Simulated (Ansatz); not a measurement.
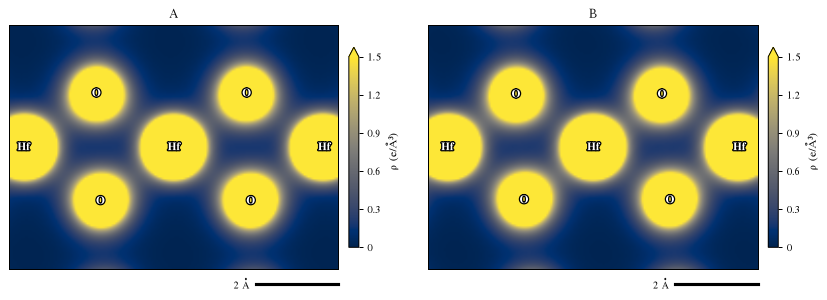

HfO₂. The valence pseudo-density of two cells that differ in size and shape, on the (011̄) plane of each (indices in the axes of the calculation cell), at one length scale and on one colour scale; one has 11.3 and the other 11.9 Å³ an atom.

Theory: DFT PBE, scalar-relativistic, plane waves, PAW (Ansatz).

The larger cell:

```cif
data_structure
_symmetry_space_group_name_H-M 'P 1'
_symmetry_Int_Tables_number 1
_cell_length_a 3.6504
_cell_length_b 3.6504
_cell_length_c 3.6504
_cell_angle_alpha 61.780
_cell_angle_beta 61.780
_cell_angle_gamma 61.780
_cell_volume 35.77
loop_
_atom_site_label
_atom_site_type_symbol
_atom_site_fract_x
_atom_site_fract_y
_atom_site_fract_z
_atom_site_occupancy
Hf1 Hf 0.00000 0.00000 0.00000 1
O1 O 0.25000 0.25000 0.25000 1
O2 O 0.75000 0.75000 0.75000 1
```

The smaller cell: a = 3.546 Å, b = 3.546 Å, c = 3.546 Å, α = 63.57°, β = 63.57°, γ = 63.57°.

Which is the denser cell? Describe the effect of the change.

Answer. Panel B is the smaller cell, by 5 % in volume. From the larger cell to the smaller, Hf–O goes from 2.20 to 2.11 Å, and the density at its midpoint from 0.54 to 0.67 e/Å³; the pressure goes from −16 to −4.2 GPa; the Kohn–Sham gap goes from 3.6 eV to 3.7 eV.

PAW datasets: the set soft_1.
